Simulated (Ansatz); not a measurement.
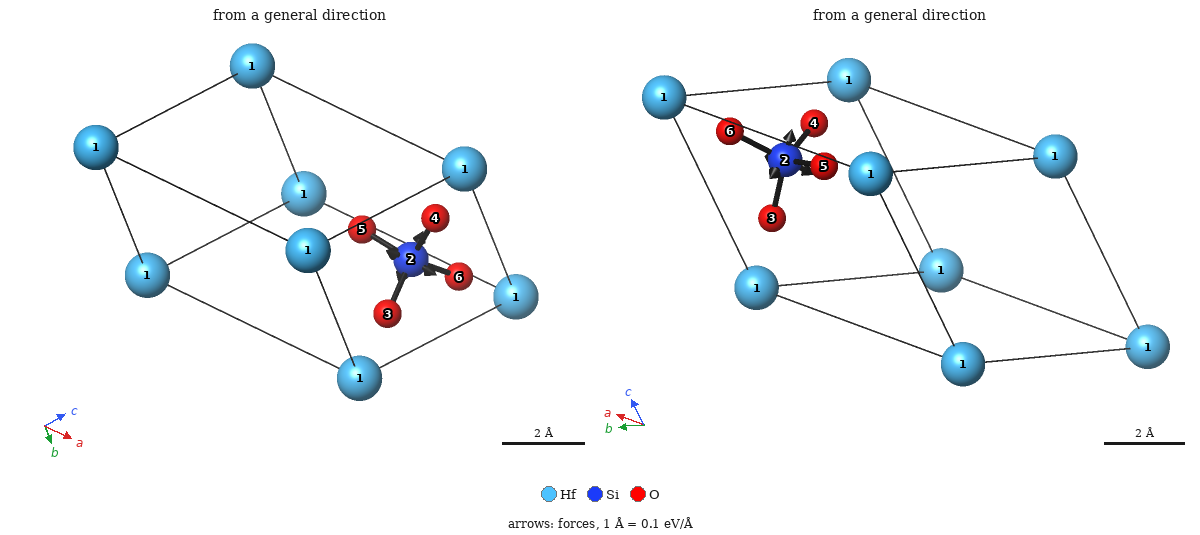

Shown here is a spheres-only view of the crystal, taken from two general directions. The frame is the simulation cell; atoms at its boundary are shown with their periodic copies. The arrows are the computed forces on the atoms.

System: HfSiO₄. All computed values are from DFT HSE06, scalar-relativistic, plane waves, PAW (Ansatz). Settings: a cutoff energy of 420 eV, k-mesh 4×4×4, Gaussian smearing of 0.02 eV, no spin polarisation.

### Is the structure at rest?

No. The atoms still feel forces of up to about 0.22 eV/Å, far above a usual threshold of 0.01 to 0.03 eV/Å.

### Which atom feels the largest force?

All O atoms, about 0.22 eV/Å.

The structure comes from a structure type filled with these elements by a generator (whether the compound takes this form wasn't checked). Earlier steps of the study may have refined or changed the cell and positions. Ansatz was used for an electronic-structure calculation on it.
